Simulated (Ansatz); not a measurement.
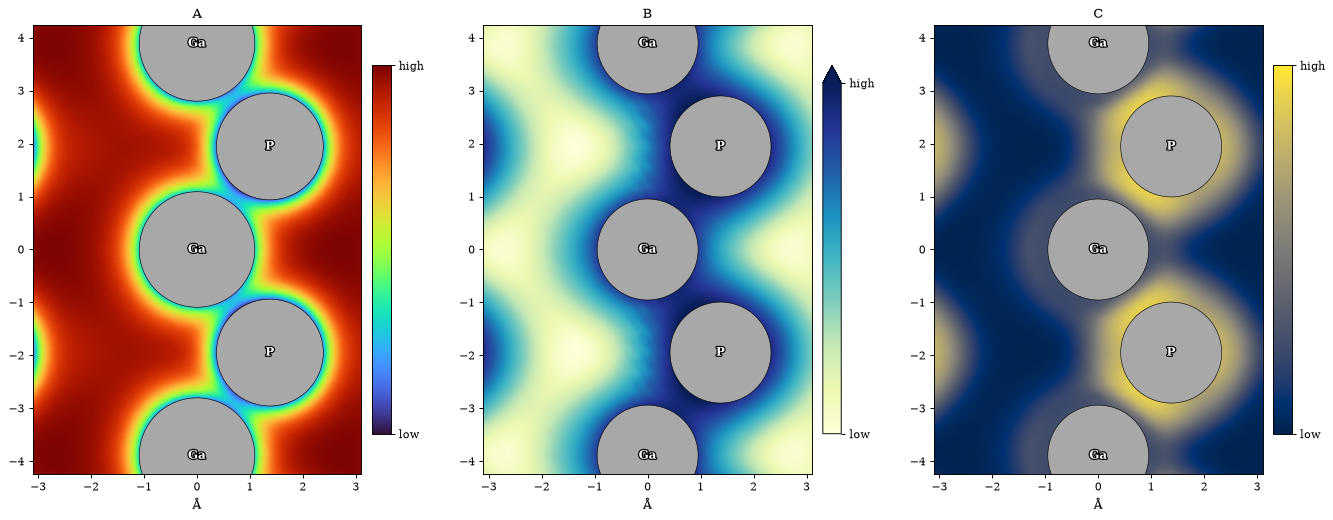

GaP: 3 fields on the (011) plane of the conventional cell, with unlabelled colour scales. Grey discs cover the atomic cores.

Space group F-43m.

The calculation used DFT PBE, scalar-relativistic, plane waves, PAW in Ansatz 0.2.0.

```cif
data_structure
_symmetry_space_group_name_H-M 'P 1'
_symmetry_Int_Tables_number 1
_cell_length_a 5.5051
_cell_length_b 5.5051
_cell_length_c 5.5051
_cell_angle_alpha 90.000
_cell_angle_beta 90.000
_cell_angle_gamma 90.000
_cell_volume 166.84
loop_
_atom_site_label
_atom_site_type_symbol
_atom_site_fract_x
_atom_site_fract_y
_atom_site_fract_z
_atom_site_occupancy
Ga1 Ga 0.50000 0.50000 0.00000 1
Ga2 Ga 0.00000 0.50000 0.50000 1
Ga3 Ga 0.00000 0.00000 0.00000 1
Ga4 Ga 0.50000 0.00000 0.50000 1
P1 P 0.25000 0.75000 0.25000 1
P2 P 0.75000 0.75000 0.75000 1
P3 P 0.75000 0.25000 0.25000 1
P4 P 0.25000 0.25000 0.75000 1
```

Question: The panels show electron localisation function, electrostatic potential energy of an electron and valence pseudo-density in some order. Assign them.

Answer: Panel A: electrostatic potential energy of an electron (low next to the atoms, rising into the space between them). Panel B: valence pseudo-density. Panel C: electron localisation function. From the grid: Ga–P (2.38 Å): ρ at the midpoint is about 0.53 e/Å³; the ELF peaks at about 0.90 in the valence shell of P, 0.9 Å from its nucleus, and is about 0.75 at the midpoint.
